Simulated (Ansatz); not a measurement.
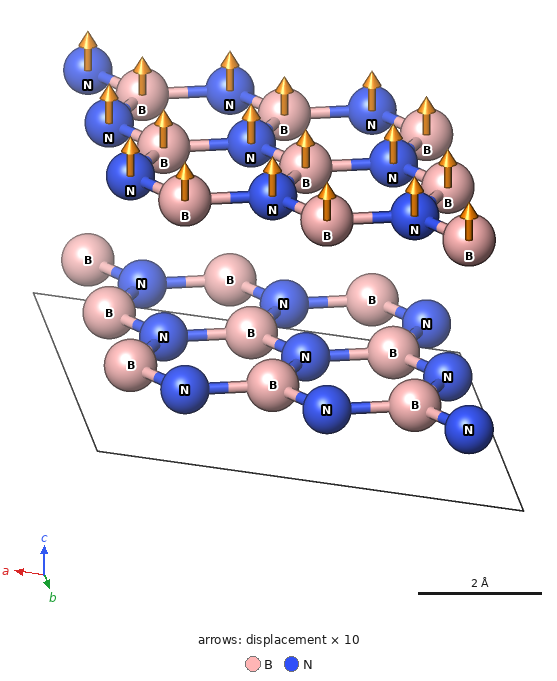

This is a constrained relaxation of a slab of composition BN (cut from the P6_3/mmc phase). The starting structure is drawn; orange arrows show the displacements, 10 times their true length.

The picture is a ball-and-stick view of the cell of the calculation, outlined in the plane, without the vacuum, seen from a free direction.

Case: clean slab, lower planes held. The slab is the (0 0 1) face of BN. 18 atoms are held fixed.

Level of theory: Ansatz, DFT PBE+D3(BJ), scalar-relativistic, plane waves, PAW. (plane-wave cutoff 420 eV; k-point mesh 3 × 3 × 1; occupations gaussian; smearing width 0.05 eV; no spin polarisation; dipole correction; atoms relaxed in a fixed cell; force threshold 0.03 eV/Å; at most 70 steps)

What happened in the run?

Answer. The largest moves, 0.070 Å, are those of N atoms. Largest moves by element: N 0.070 Å, B 0.067 Å. The lattice vectors keep their values. Over 1 geometry step the energy falls by 2.4 meV per cell of the calculation. Largest force component: 0.031 eV/Å at the start, 0.017 eV/Å at the end.
